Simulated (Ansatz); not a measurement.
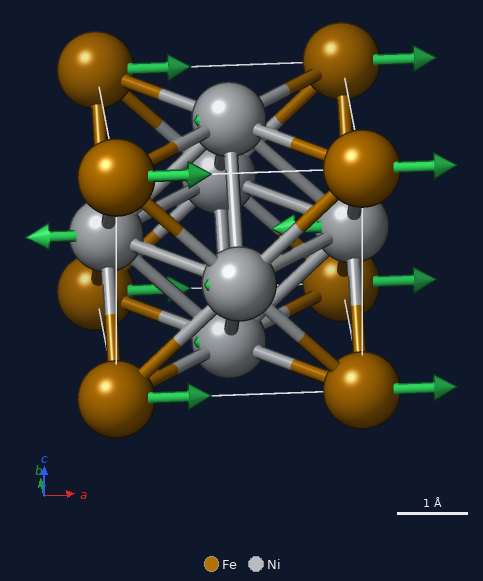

One vibrational mode of a crystal of FeNi₃ at the zone centre. The green arrows give the relative displacements of the atoms. A ball-and-stick model of the cell of the calculation, seen from a free direction.

Theory: DFT PBE, scalar-relativistic, plane waves, PAW in Ansatz 0.2.0.

Input file:
```yaml
crystal:
  lattice:
    - [3.5446221874, 0.0, 0.0]
    - [0.0, 3.5446221874, 0.0]
    - [0.0, 0.0, 3.5446221874]
  atoms:
    - { symbol: Fe, position: [0.0, 0.0, 0.0], spin: -3.2 }
    - { symbol: Ni, position: [0.0, 0.5, 0.5], spin: -0.76 }
    - { symbol: Ni, position: [0.5, 0.0, 0.5], spin: -0.76 }
    - { symbol: Ni, position: [0.5, 0.5, 0.0], spin: -0.76 }
basis:
  ecutwfc: 420
kpoints:
  mp_grid: { grid: [14, 14, 14] }
hamiltonian:
  xc: pbe
scf:
  occupations: { method: gaussian, width: 0.2 }
output:
  eigenvalues: true
  populations: true
magnetization:
  spin_polarized: true
phonons:
  method: dfpt
  eigenvectors: true
```

Launched with:
```bash
ansatz run input.yaml --threads 1 --pin off --max-ram 2560MiB --backend cpu --events-out ev --progress --plain --runs-dir out
```

The frequencies depend somewhat on the k-mesh and the smearing.

> Describe the mode and give its frequency.

This is the T₁u mode (triply degenerate; one member of the set is drawn) at 203 cm⁻¹, optical level 2 of 3, counted from below, infrared-active by symmetry. All motion is along a; the kinetic energy is shared as Fe 60 %, Ni 40 %. The crystal is a metal, so free carriers screen the infrared response.
